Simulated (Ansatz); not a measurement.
System: ZrSi₃O₈, space group C2 (No. 5) (cell built by us, not taken from a database).

Input of the run:
```
crystal:
  lattice:
    - [3.7632858343, -3.8310578295, -0.0004591026]
    - [3.7632858343, 3.8310578295, -0.0004591026]
    - [-0.0041992953, 0.0, 7.6134728564]
  atoms:
    - { symbol: Zr, position: [0.4798380461, 0.5201619539, 0.0] }
    - { symbol: Si, position: [0.975146716, 0.4760547194, 0.730373564] }
    - { symbol: Si, position: [0.5239452806, 0.024853284, 0.269626436] }
    - { symbol: Si, position: [0.0230984522, 0.9769015478, 0.5] }
    - { symbol: O, position: [0.0420315281, 0.2398395361, 0.6058043178] }
    - { symbol: O, position: [0.531726826, 0.8578017965, 0.0901440143] }
    - { symbol: O, position: [0.1421982035, 0.468273174, 0.9098559857] }
    - { symbol: O, position: [0.7601604639, 0.9579684719, 0.3941956822] }
    - { symbol: O, position: [0.0377735836, 0.7393205629, 0.6316688631] }
    - { symbol: O, position: [0.5379228613, 0.3148722798, 0.2086926606] }
    - { symbol: O, position: [0.6851277202, 0.4620771387, 0.7913073394] }
    - { symbol: O, position: [0.2606794371, 0.9622264164, 0.3683311369] }
basis:
  ecutwfc: 420
kpoints:
  mp_grid: { grid: [4, 4, 4] }
hamiltonian:
  xc: pbe
scf:
  occupations: { method: fixed }
output:
  eigenvalues: true
phonons:
  method: dfpt
  dielectric: true
  rigid_motions: translations
```

Run as:
```bash
ansatz run input.yaml --threads 4 --pin off --max-ram 8192MiB --backend cpu --events-out ev --progress --plain --runs-dir out
```

Computed with Ansatz 0.2.0: Born effective charges by linear response at the zone centre, in units of the proton charge, Cartesian axes of the given cell; plane waves with PAW datasets. Level: PBE, no spin polarisation.

wave cutoff 420 eV; k mesh 4×4×4; occupations fixed; pressure 0 GPa.

Predict the mean Born effective charge of each atom. The cases: Zr; Si 1; Si 2; Si 3; O 1; O 2; O 3; O 4; O 5; O 6; O 7; O 8.

The largest in size is that of Zr, 3.85 e, and the charges add up to 0.00 e. O 6 and O 7 are equally anisotropic; for O 6: its diagonal components run from −1.99 to −1.66 e. The Born charge xx, in e, is 3.842 for Zr, 3.584 for Si 1, 3.584 for Si 2, 3.540 for Si 3, −1.699 for O 1, −2.038 for O 2, −2.038 for O 3, −1.699 for O 4, −1.879 for O 5, −1.659 for O 6, −1.659 for O 7 and −1.879 for O 8. The Born charge zz, in e, is 3.948 for Zr, 3.608 for Si 1, 3.608 for Si 2, 3.673 for Si 3, −1.841 for O 1, −1.760 for O 2, −1.760 for O 3, −1.841 for O 4, −1.833 for O 5, −1.985 for O 6, −1.985 for O 7 and −1.833 for O 8.

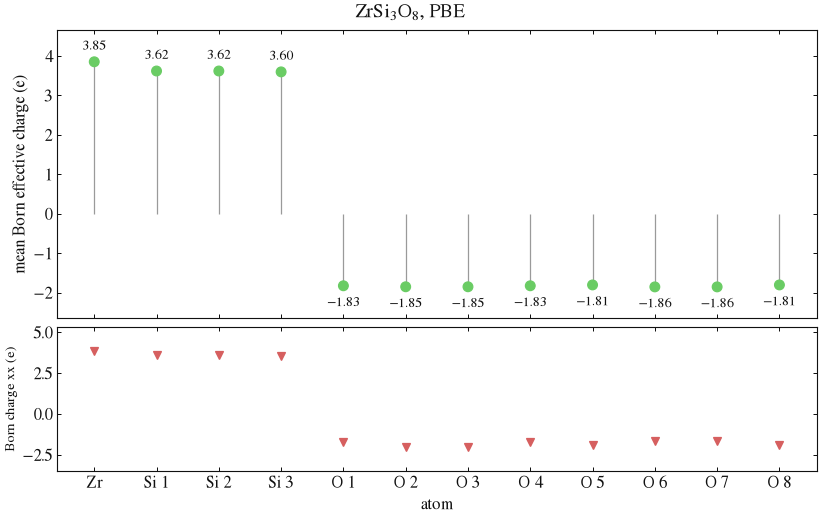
